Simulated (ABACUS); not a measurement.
# Energy of Ti along an even scaling of the cell

System: Ti (2 atoms in the cell).
Method: Kohn-Sham DFT of a periodic cell, PBE, PseudoDojo NC SR 0.4.1 PBE standard, no spin polarisation (ABACUS 3.10.1).

The 7 runs differ only in the geometry, by an even scaling of the cell at fixed fractional positions. The structure derives from an entry of the Crystallography Open Database.

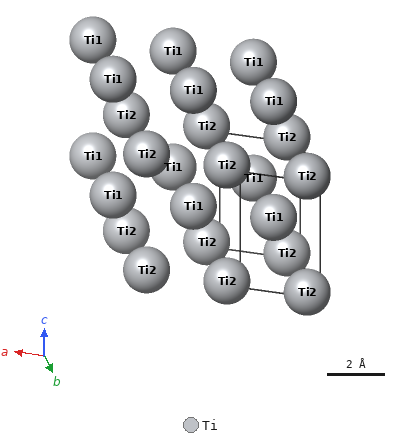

Figure 1. The structure of run 4 (spheres-only view of the cell of the calculation, repeated 3 × 2 × 2, seen at an oblique angle; atoms are numbered from 1 in the order of the input).

**The input of run 4**
```
INPUT_PARAMETERS
suffix              Ti
calculation         scf
basis_type          pw
pseudo_dir          ./
symmetry            1
dft_functional      pbe
ecutwfc             84
pseudo_rcut         10
nspin               1
nbands              16
ks_solver           dav
smearing_method     fd
smearing_sigma      0.00367493
scf_thr             1e-08
scf_nmax            100
mixing_type         broyden
mixing_beta         0.7
cal_force           1
cal_stress          1
kpar                4
```

**File STRU of run 4**
```
ATOMIC_SPECIES
Ti 47.8670 Ti.upf

LATTICE_CONSTANT
1.8897261246

LATTICE_VECTORS
2.9500000000 0.0000000000 0.0000000000
-1.4750000000 2.5547749412 0.0000000000
0.0000000000 0.0000000000 4.6800000000

ATOMIC_POSITIONS
Direct

Ti
0.0
2
0.6666666667 0.3333333333 0.7500000000 1 1 1
0.3333333333 0.6666666667 0.2500000000 1 1 1
```

**File KPT of run 4**
```
K_POINTS
0
Gamma
10 10 6 0 0 0
```

Command:
```bash
OMP_NUM_THREADS=1 mpirun -np 4 abacus > log
```

Run 2 differs from it as follows:
```diff
-2.9500000000 0.0000000000 0.0000000000
--1.4750000000 2.5547749412 0.0000000000
-0.0000000000 0.0000000000 4.6800000000
+2.9101302477 0.0000000000 0.0000000000
+-1.4550651239 2.5202467229 0.0000000000
+0.0000000000 0.0000000000 4.6167490031
```

**Results, with one run withheld**

| run | volume per atom (Å³) | free energy per atom, from the lowest run given (meV) | pressure (GPa) |
| --- | --- | --- | --- |
| 1 | 16.577 | 14.88 | 6.01 |
| 2 | 16.930 | ? | ? |
| 3 | 17.283 | 0.00 | 0.85 |
| 4 | 17.636 | 0.51 | −1.36 |
| 5 | 17.988 | 5.73 | −3.40 |
| 6 | 18.341 | 15.23 | −5.26 |
| 7 | 18.694 | 28.65 | −6.95 |

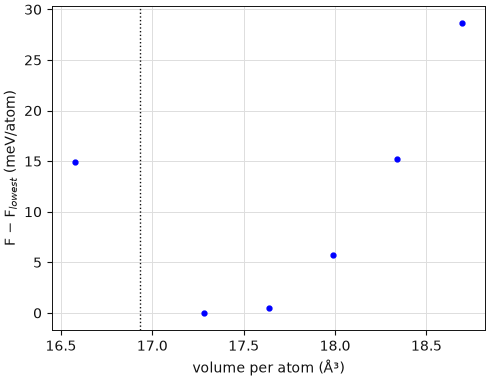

Figure 2. Free energy per atom of the runs given; the dotted line marks run 2.

Estimate the energy of run 2 from the others.

A cubic polynomial in V^(−2/3) (the Birch–Murnaghan form), fitted to the 6 runs given, misses them by at most 0.01 meV per atom. With x = V^(−2/3) − 0.14707 Å⁻², it reads F = 1.473 − 2144.1 x + 6.1954e+05 x² − 1.0135e+06 x³ (meV per atom). At run 2 it gives 4.62 meV per atom, and the run itself gives 4.63. The slope of the fit gives a pressure −dF/dV of 3.34 GPa there, and the run prints 3.31 GPa. The fit has its minimum at 17.421 Å³ per atom, where V d²F/dV² gives 111 GPa. Cell shape and fractional positions are held, so this is the stiffness under even scaling; the relaxed bulk modulus wasn't computed.

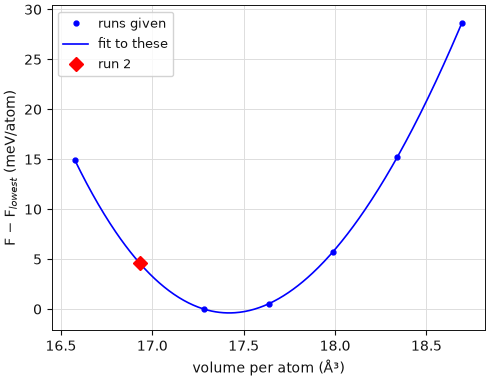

Figure 3. The fit and the withheld run.

**Some lines of the output (run 2)**
```
[...]
                             Volume (A^3) = 33.8603
 E_Fermi        1.0521010359         14.3145689603
 E_Fermi        0.9985458173         13.5859128291
 E_Fermi        1.0165838252         13.8313325180
 E_Fermi        1.0150859351         13.8109526769
 E_Fermi        1.0150123509         13.8099515130
 E_Fermi        1.0150267095         13.8101468709
 E_Fermi        1.0150218720         13.8100810538
 E_KS(sigma->0) -237.4200205120      -3230.2650982400
 E_Fermi        1.0150312341         13.8102084320
 final etot is -3230.2747435 eV
 EFERMI = 13.810208432 eV
 TOTAL-PRESSURE: 33.063868 KBAR
 !FINAL_ETOT_IS -3230.2747434578077446 eV
```
